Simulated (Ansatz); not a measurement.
# Electroresistance of ZrC/ZnO/HfC, part 3 of 7

Aim: does the conductance of ZrC/ZnO/HfC change when the barrier's polarity is reversed? The lower electrode is ZrC rock salt(111), the upper one HfC rock salt(111); the barrier is ZnO wurtzite(0001) (whole bilayers). In the first transport cell, after relaxation, the nearest pair of electrode and barrier is C–O at 1.40 Å, along the normal, at the lower face and C–Zn at 2.01 Å, along the normal, at the upper one. All share a net of side 3.31 Å, which strains the lower electrode by -0.6 %, the upper one by +0.7 % and the barrier by +0.6 %, against typed lattice constants near PBE's. The first steps treat the bulk electrodes alone.

Ansatz 0.2.0; PBE DFT, plane waves, PAW files (the session's first sound run).

So far: Set-up; Layer spacing of the electrode, electrode ZrC rock salt(111); The strained electrode, electrode HfC rock salt(111).

### Step 4. Relaxing the interfaces, polarity O face on the lower electrode

System of this step: ZrC/ZnO/HfC. The cell holds 16 atoms: 2 Zr, 4 C, 4 O, 4 Zn and 2 Hf. Its edges and angles: a = 3.310 Å, b = 3.310 Å, c = 36.154 Å, α = 90.0°, β = 90.0°, γ = 120.0°. Vacuum lies along c.

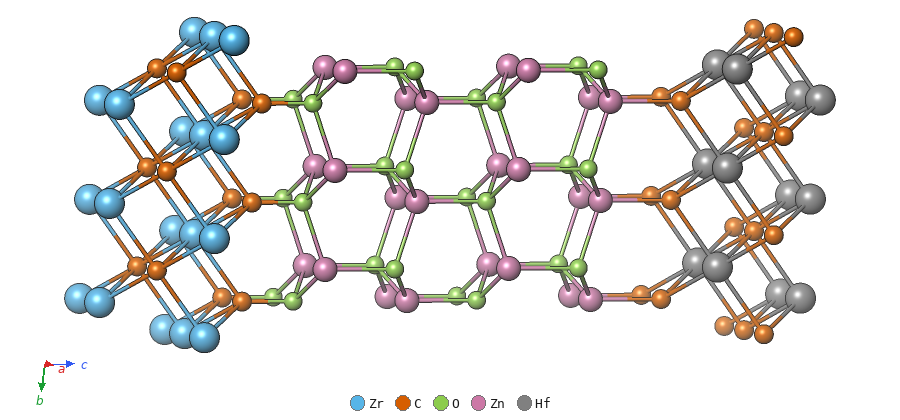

The cell of this step (zirconium blue, carbon orange, oxygen green, zinc pink, hafnium grey). 2×3×1 cells are drawn. Some periodic images of atoms are drawn too.

Tunnelling depends exponentially on distance, so the interfaces are relaxed first. A short slab in vacuum serves: only the barrier and the layers next to it are taken over, and later cells can add or drop layers in the barrier's middle. The dipole correction removes the field that unlike faces would set up across the vacuum.

File input.yaml:

```yaml
crystal:
  lattice:
    - [3.31, 0.0, 0.0]
    - [-1.655, 2.8665440865, 0.0]
    - [0.0, 0.0, 36.1541923208]
  atoms:
    - { symbol: Zr, position: [0.33333333, 0.66666667, 0.2212744771] }
    - { symbol: C, position: [0.66666667, 0.33333333, 0.2590435552] }
    - { symbol: Zr, position: [0.0, 0.0, 0.2968126333] }
    - { symbol: C, position: [0.33333333, 0.66666667, 0.3345817114] }
    - { symbol: O, position: [0.33333333, 0.66666667, 0.3752408966] }
    - { symbol: Zn, position: [0.66666667, 0.33333333, 0.3927573608] }
    - { symbol: O, position: [0.66666667, 0.33333333, 0.4482261642] }
    - { symbol: Zn, position: [0.33333333, 0.66666667, 0.4657426285] }
    - { symbol: O, position: [0.33333333, 0.66666667, 0.5212114319] }
    - { symbol: Zn, position: [0.66666667, 0.33333333, 0.5387278962] }
    - { symbol: O, position: [0.66666667, 0.33333333, 0.5941966996] }
    - { symbol: Zn, position: [0.33333333, 0.66666667, 0.6117131638] }
    - { symbol: C, position: [0.33333333, 0.66666667, 0.6678615624] }
    - { symbol: Hf, position: [0.66666667, 0.33333333, 0.7048162159] }
    - { symbol: C, position: [0.0, 0.0, 0.7417708694] }
    - { symbol: Hf, position: [0.33333333, 0.66666667, 0.7787255229] }
kpoints:
  mp_grid: { grid: [8, 8, 1] }
scf:
  occupations: { method: fermi_dirac, width: 0.1 }
  max_iter: 150
hamiltonian:
  xc: pbe
efield:
  axis: 3
  dipole_correction: true
relax:
  f_tol: 0.04
  max_steps: 90
output:
  forces: true
```

Started as:

```bash
$ ansatz run input.yaml --threads 4 --pin off --max-ram 18432MiB --backend cpu --events-out ev --progress --plain --runs-dir out
```

Numbers of over 12 decimals in the logs are rounded to 6 here.

What it wrote:

```text
[...]
Crystal: 16 atoms, lattice volume = 343.040 Å³
Basis set: ecut = 420 eV, 6829 PW (Γ), exchange–correlation on 48×48×486 points (8 copies of the dense FFT grid, shifted against one another)
Bands: 99, of which v1, the nominal top of the filled ones, is band 82 counted from 1 (81 counted from 0)
Symmetry: 6 space group operations
[...]
k-points: 10 of 64 (time reversal used)
[...]
SCF iter   1: F=—  HF=-56359.077280 eV  |F-HF|=—  |Δ(HF+E_count)|=         —  Δρ=2.33e-2  dr2=2.29e2  ethr=1.77e-3  p=-0.051 e·Å  D=-2.67e-2 V/Å  ΔV_dip=0.97 eV  dr2_dipole=2.95e2  V_vac-E_F(+/−)=5.12/4.14 eV  ⟨swp⟩=7.1  Hψ=4013  notcnv=0  defer=19
efield: sawtooth ramp at fractional position 0.9500 (placed from the atoms, in the widest stretch of the axis that holds none; the zero of the levels goes with the place), width 0.1000; the density the first Hamiltonian is built on has a dipole p = -0.051 e·Å; the dipole correction subtracts the counter field D = -2.67e-2 V/Å, which shifts the + side's vacuum level by +0.97 eV against the − side's; the planar-averaged density in the ramp window peaks in size at 1.8e-4 e/Å³
[...]
SCF iter   2: F=—  HF=-56358.418217 eV  |F-HF|=—  |Δ(HF+E_count)|=   6.59e-1  Δρ=1.50e-2  dr2=6.32e1  ethr=1.77e-3  p=-0.002 e·Å  D=-9.04e-4 V/Å  ΔV_dip=0.03 eV  dr2_dipole=7.43e1  V_vac-E_F(+/−)=4.43/4.40 eV  ⟨swp⟩=2.7  Hψ=1286  notcnv=0  defer=33
[...]
SCF iter   9: F=-56358.168820 eV  HF=-56358.168841 eV  |F-HF|=2.12e-5  |Δ(HF+E_count)|=   2.76e-6  Δρ=3.98e-5  dr2=1.80e-5  ethr=2.44e-8  p=-0.013 e·Å  D=-6.99e-3 V/Å  ΔV_dip=0.25 eV  dr2_dipole=4.37e-6  V_vac-E_F(+/−)=4.47/4.21 eV  ⟨swp⟩=4.2  Hψ=4013  notcnv=0
WARN: efield: at this solve's end the planar-averaged density reaches 2.10e-5 e/Å³ inside the ramp window [0.9223, 0.0777] (bound 1e-5 e/Å³); by the running means of the window's planes the mean density over a ramp is at most 1.99e-5 e/Å³, which is held to the bound (the quickstart, § The vacuum guard, A window that rings); the window's nearer edge stands 5.19 Å from this solve's nearest atom along the axis. Its work [...]
SCF 1 converged in 9 iterations: F = -56358.168820 eV  dr2 = 1.80e-5
[...]
relax step   1: F+E_penalty+E_count = -56358.16881960 eV  Δ(F+E_penalty+E_count) = +0.000e0 eV  max|allowed force component| = 2.009e0 eV/Å  Δτ_max = 0.0000 Å  (9 SCF iters, dr2 threshold 4.00e-5 eV, accepted)
[...]
SCF iter   1: F=—  HF=-56359.400886 eV  |F-HF|=—  |Δ(HF+E_count)|=         —  Δρ=2.37e-2  dr2=1.82e1  ethr=3.10e-3  p=-0.013 e·Å  D=-6.99e-3 V/Å  ΔV_dip=0.25 eV  dr2_dipole=4.52e0  V_vac-E_F(+/−)=4.47/4.22 eV  ⟨swp⟩=4.2  Hψ=2568  notcnv=0  defer=10
efield: sawtooth ramp at fractional position 0.9500 (handed on by an earlier solve), width 0.1000; the density the first Hamiltonian is built on has a dipole p = -0.013 e·Å; the dipole correction subtracts the counter field D = -6.99e-3 V/Å, which shifts the + side's vacuum level by +0.25 eV against the − side's; the planar-averaged density in the ramp window peaks in size at 2.6e-5 e/Å³
[...]
SCF iter   2: F=—  HF=-56360.139732 eV  |F-HF|=—  |Δ(HF+E_count)|=   7.39e-1  Δρ=3.89e-2  dr2=1.36e2  ethr=3.10e-3  p=-0.017 e·Å  D=-9.18e-3 V/Å  ΔV_dip=0.33 eV  dr2_dipole=6.98e1  V_vac-E_F(+/−)=4.14/3.81 eV  ⟨swp⟩=3.0  Hψ=1741  notcnv=0  defer=35  recentre
[...]
SCF iter   9: F=-56358.770727 eV  HF=-56358.770779 eV  |F-HF|=5.20e-5  |Δ(HF+E_count)|=   1.94e-5  Δρ=7.53e-5  dr2=4.78e-5  ethr=6.10e-8  p=-0.011 e·Å  D=-5.98e-3 V/Å  ΔV_dip=0.22 eV  dr2_dipole=1.83e-5  V_vac-E_F(+/−)=4.45/4.23 eV  ⟨swp⟩=4.0  Hψ=4299  notcnv=0
[...]
SCF 2 converged in 9 iterations: F = -56358.770727 eV  dr2 = 4.78e-5
relax step   2: F+E_penalty+E_count = -56358.77072714 eV  Δ(F+E_penalty+E_count) = -6.019e-1 eV  max|allowed force component| = 1.917e0 eV/Å  Δτ_max = 0.1947 Å  (9 SCF iters, dr2 threshold 1.00e-4 eV, accepted)
[...]
SCF iter  11: F=-56359.122102 eV  HF=-56359.122111 eV  |F-HF|=9.03e-6  |Δ(HF+E_count)|=   1.37e-6  Δρ=1.82e-5  dr2=8.36e-6  ethr=6.10e-8  p=-0.006 e·Å  D=-3.41e-3 V/Å  ΔV_dip=0.12 eV  dr2_dipole=1.48e-6  V_vac-E_F(+/−)=4.36/4.24 eV  ⟨swp⟩=3.0  Hψ=3360  notcnv=0
[...]
SCF 3 converged in 11 iterations: F = -56359.122102 eV  dr2 = 8.36e-6
[...]
relax step   3: F+E_penalty+E_count = -56359.12210215 eV  Δ(F+E_penalty+E_count) = -3.514e-1 eV  max|allowed force component| = 6.371e-1 eV/Å  Δτ_max = 0.1951 Å  (11 SCF iters, dr2 threshold 1.00e-4 eV, accepted)
[...]
relax step   4: F+E_penalty+E_count = -56359.09793910 eV  Δ(F+E_penalty+E_count) = +2.416e-2 eV  max|allowed force component| = 1.133e0 eV/Å  Δτ_max = 0.1937 Å  (8 SCF iters, dr2 threshold 4.48e-5 eV, rejected (line search))
[...]
relax step   5: F+E_penalty+E_count = -56359.20324517 eV  Δ(F+E_penalty+E_count) = -8.114e-2 eV  max|allowed force component| = 3.304e-1 eV/Å  Δτ_max = 0.0968 Å  (13 SCF iters, accepted)
[...]
relax step   6: F+E_penalty+E_count = -56359.21007715 eV  Δ(F+E_penalty+E_count) = -6.832e-3 eV  max|allowed force component| = 2.883e-1 eV/Å  Δτ_max = 0.0215 Å  (6 SCF iters, dr2 threshold 1.21e-5 eV, accepted)
[...]
relax step   7: F+E_penalty+E_count = -56359.21610294 eV  Δ(F+E_penalty+E_count) = -6.026e-3 eV  max|allowed force component| = 8.096e-2 eV/Å  Δτ_max = 0.0310 Å  (7 SCF iters, dr2 threshold 2.24e-5 eV, accepted)
[...]
relax step   8: F+E_penalty+E_count = -56359.21731745 eV  Δ(F+E_penalty+E_count) = -1.215e-3 eV  max|allowed force component| = 4.339e-2 eV/Å  Δτ_max = 0.0235 Å  (10 SCF iters, accepted)
SCF iter   1: F=—  HF=-56359.217779 eV  |F-HF|=—  |Δ(HF+E_count)|=         —  Δρ=6.39e-4  dr2=1.75e-2  ethr=1.67e-4  p=-0.004 e·Å  D=-1.99e-3 V/Å  ΔV_dip=0.07 eV  dr2_dipole=2.10e-3  V_vac-E_F(+/−)=4.38/4.31 eV  ⟨swp⟩=1.3  Hψ=1226  notcnv=0  defer=42
[...]
SCF iter   8: F=-56359.217509 eV  HF=-56359.217509 eV  |F-HF|=4.23e-8  |Δ(HF+E_count)|=   8.22e-9  Δρ=2.44e-6  dr2=3.75e-8  ethr=6.10e-11  p=-0.004 e·Å  D=-2.08e-3 V/Å  ΔV_dip=0.08 eV  dr2_dipole=1.60e-8  V_vac-E_F(+/−)=4.38/4.30 eV  ⟨swp⟩=4.4  Hψ=3415  notcnv=0
[...]
SCF 9 converged in 8 iterations: F = -56359.217509 eV  dr2 = 3.75e-8
relax step   9: F+E_penalty+E_count = -56359.21750944 eV  Δ(F+E_penalty+E_count) = -1.920e-4 eV  max|allowed force component| = 5.000e-3 eV/Å  Δτ_max = 0.0042 Å  (8 SCF iters, accepted)
SCF converged after 8 iterations
Free energy (F): -56359.217509 eV
[...]
Internal energy: -56358.917246 eV  (E = F + TS)
E sigma→0 (E₀):  -56359.067378 eV
Entropy (-TS):   -0.300263 eV (-18.766 meV/atom)
Fermi energy:    6.002982 eV
Dipole field:    D = -0.001955 V/Å  (p = -0.003706 e·Å, saw-weighted, corrected)
Work function:   Φ+ = 4.3735 eV   Φ− = 4.3029 eV
Levels:          The Fermi level and band energies are counted from a zero that moves with the ramp; work functions are not
Vacuum region:   at the solve's end the planar-averaged density reaches 2.38e-5 e/Å³ inside the ramp window [0.9223, 0.0777] (bound 1e-5 e/Å³); by the running means of the window's planes the mean density over a ramp is at most 2.14e-5 e/Å³, which is held to the bound (the quickstart, § The vacuum guard, A window that rings)
[...]
--- Forces (eV/Å), atoms counted from 1 ---
  atom   1  Zr     0.00000000    -0.00000000    -0.00014050
  atom   2  C      0.00000000     0.00000000     0.00112235
  atom   3  Zr     0.00000000    -0.00000000    -0.00010851
  atom   4  C      0.00000000    -0.00000000     0.00053262
  atom   5  O      0.00000000    -0.00000000    -0.00039681
  atom   6  Zn     0.00000000     0.00000000    -0.00147542
  atom   7  O      0.00000000    -0.00000000    -0.00124169
  atom   8  Zn     0.00000000    -0.00000000    -0.00090411
  atom   9  O      0.00000000     0.00000000     0.00177472
  atom  10  Zn    -0.00000000     0.00000000     0.00190183
  atom  11  O     -0.00000000    -0.00000000    -0.00499438
  atom  12  Zn     0.00000000    -0.00000000     0.00237206
  atom  13  C      0.00000000    -0.00000000     0.00210486
  atom  14  Hf    -0.00000000     0.00000000    -0.00247113
  atom  15  C      0.00000000    -0.00000000     0.00134068
  atom  16  Hf     0.00000000     0.00000000     0.00066944
  max |Σ_I F_I| component: 8.60e-5 eV/Å
--- Relaxed structure (9 steps of the walk, 8 accepted, 0 SCFs on fresh bases) ---
  F+E_penalty+E_count = -56359.21750944 eV   max|allowed force component| = 5.000e-3 eV/Å
  atoms:
    - { symbol: Zr, position: [0.333333, 0.666667, 0.221620] }
    - { symbol: C, position: [0.666667, 0.333333, 0.255250] }
    - { symbol: Zr, position: [-2.9358871125842714e-17, -2.8333816791520785e-17, 0.292364] }
    - { symbol: C, position: [0.333333, 0.666667, 0.333057] }
    - { symbol: O, position: [0.333333, 0.666667, 0.371880] }
    - { symbol: Zn, position: [0.666667, 0.333333, 0.394605] }
    - { symbol: O, position: [0.666667, 0.333333, 0.447768] }
    - { symbol: Zn, position: [0.333333, 0.666667, 0.468606] }
    - { symbol: O, position: [0.333333, 0.666667, 0.522104] }
    - { symbol: Zn, position: [0.666667, 0.333333, 0.542298] }
    - { symbol: O, position: [0.666667, 0.333333, 0.595889] }
    - { symbol: Zn, position: [0.333333, 0.666667, 0.617190] }
    - { symbol: C, position: [0.333333, 0.666667, 0.672811] }
    - { symbol: Hf, position: [0.666667, 0.333333, 0.698132] }
    - { symbol: C, position: [-1.744253691912284e-17, -2.833381679152077e-17, 0.745832] }
    - { symbol: Hf, position: [0.333333, 0.666667, 0.773295] }
```

The job ended after 66 s (4 threads of Arm Neoverse V2, shared host; peak memory 1.2 GiB).

Relaxation path:

| step | energy less that of the first step (eV) | largest force component (eV/Å) |
| --- | --- | --- |
| 1 | 0.0000 | 2.0086 |
| 2 | -0.6019 | 1.9168 |
| 3 | -0.9533 | 0.6371 |
| 4 | -0.9291 | 1.1333 |
| 5 | -1.0344 | 0.3304 |
| 6 | -1.0413 | 0.2883 |
| 7 | -1.0473 | 0.0810 |
| 8 | -1.0485 | 0.0434 |
| 9 | -1.0487 | 0.0050 |

Relaxation step 4 was tried and not accepted.

The run keeps the 6 symmetry operations that it works with, so distortions that break them were not tested.

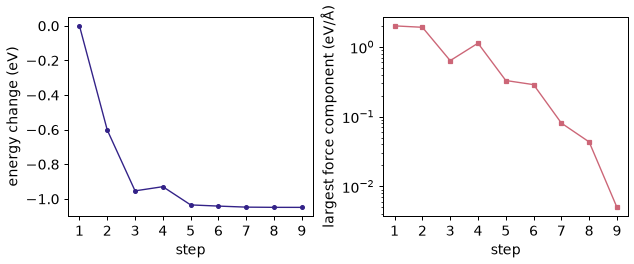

Energy and largest force along the relaxation.

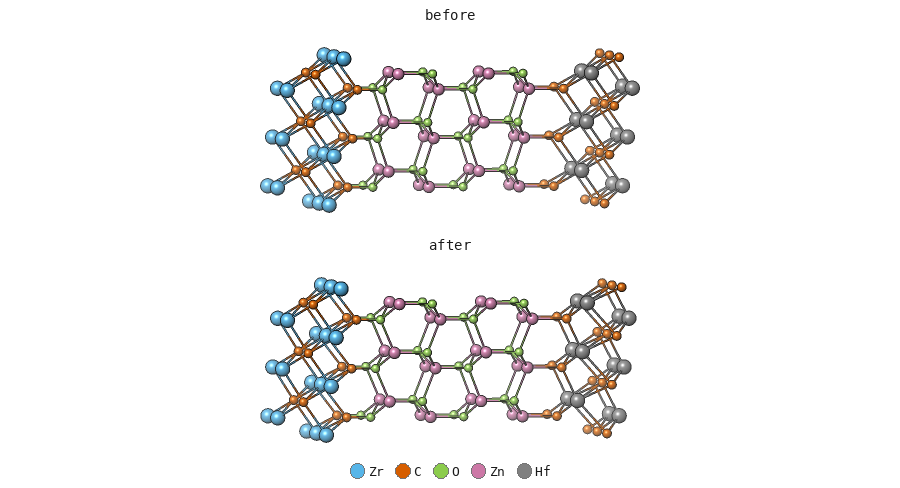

Before and after, at one scale.

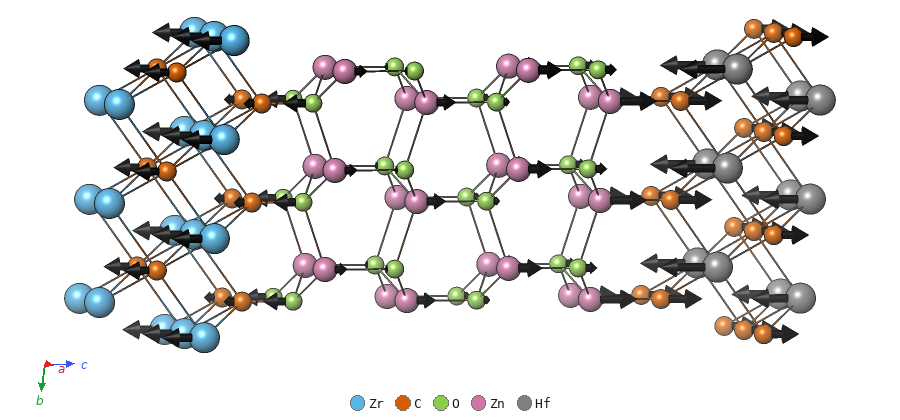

Displacements in the relaxation, exaggerated; the longest in the cell stands for 0.24 Å. 2×3×1 cells are drawn. Some periodic images of atoms are drawn too.

The atoms that moved most (Å):

| atom | dx | dy | dz | length |
| --- | --- | --- | --- | --- |
| Hf14 | 0.000 | 0.000 | -0.242 | 0.242 |
| Zn12 | 0.000 | 0.000 | 0.198 | 0.198 |
| Hf16 | 0.000 | 0.000 | -0.196 | 0.196 |
| C13 | 0.000 | 0.000 | 0.179 | 0.179 |
| Zr3 | 0.000 | 0.000 | -0.161 | 0.161 |
| C15 | 0.000 | 0.000 | 0.147 | 0.147 |
| C2 | 0.000 | 0.000 | -0.137 | 0.137 |
| Zn10 | 0.000 | 0.000 | 0.129 | 0.129 |

Numbers from this step:

```yaml
free_energy: -56359.2175 eV
fermi_energy: 6.003 eV
```

The largest force component on a free atom ends at 0.0050 eV/Å. At one or more of this run's solves the program warned of density in the dipole ramp over its bound, where dipole, forces and levels can be off.

(Continued in part 4 of 7.)

[Logs are printed without paths, hosts, clocks, repeated set-up lines and the standing remarks that a program may print on its own settings, such as how far it seeks lower states.]

[Hosts, paths, dates, database ids (printed as entryN), source tags and the programs' standing remarks are cut or masked in the printed files.]
